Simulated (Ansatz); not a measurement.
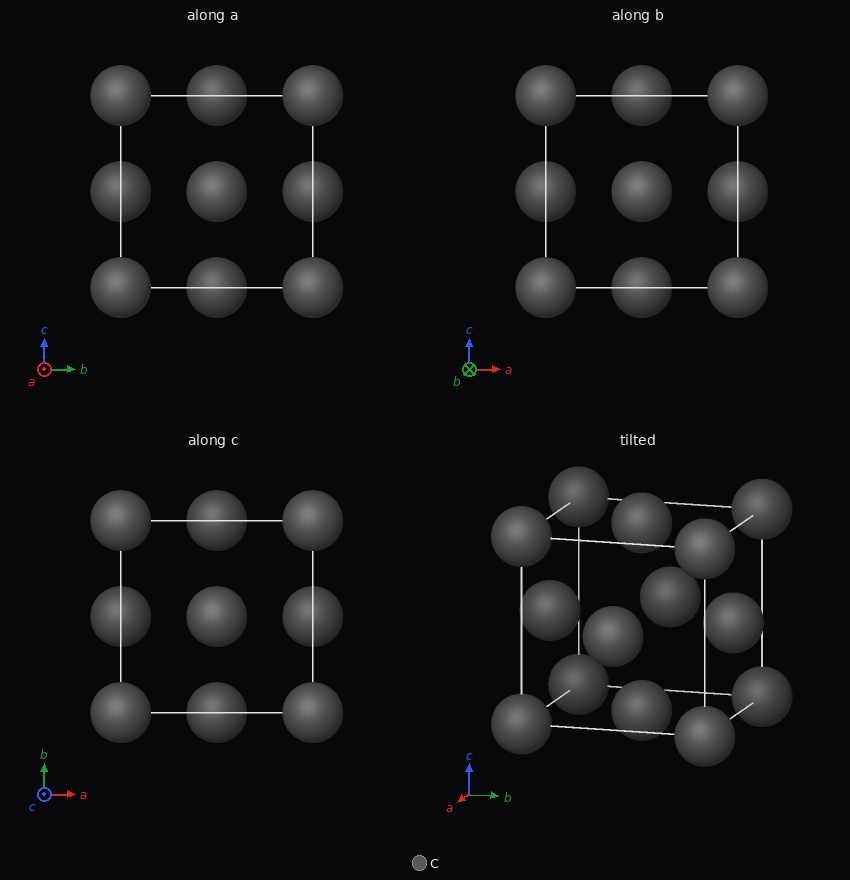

The figure gives a spheres-only picture of the atoms, viewed along the a axis, along the b axis, along the c axis and slightly off an axis. One conventional unit cell is framed, with atoms on its boundary repeated.

Lattice parameters: a = 3.096 Å, b = 3.096 Å, c = 3.096 Å, α = 90.00°, β = 90.00°, γ = 90.00°. Put a along x and b in the xy plane.

Transcribe the picture into a POSCAR file.

```
C
1.0
     3.096    0.000    0.000
     0.000    3.096    0.000
     0.000    0.000    3.096
C
4
Direct
  0.0000 0.0000 0.0000
  0.0000 0.5000 0.5000
  0.5000 0.0000 0.5000
  0.5000 0.5000 0.0000
```

The cell started as a structure type filled with this element by a generator (whether the element takes this form wasn't checked). Earlier steps of the study may have refined or changed the cell and positions. It went into a calculation with Ansatz.
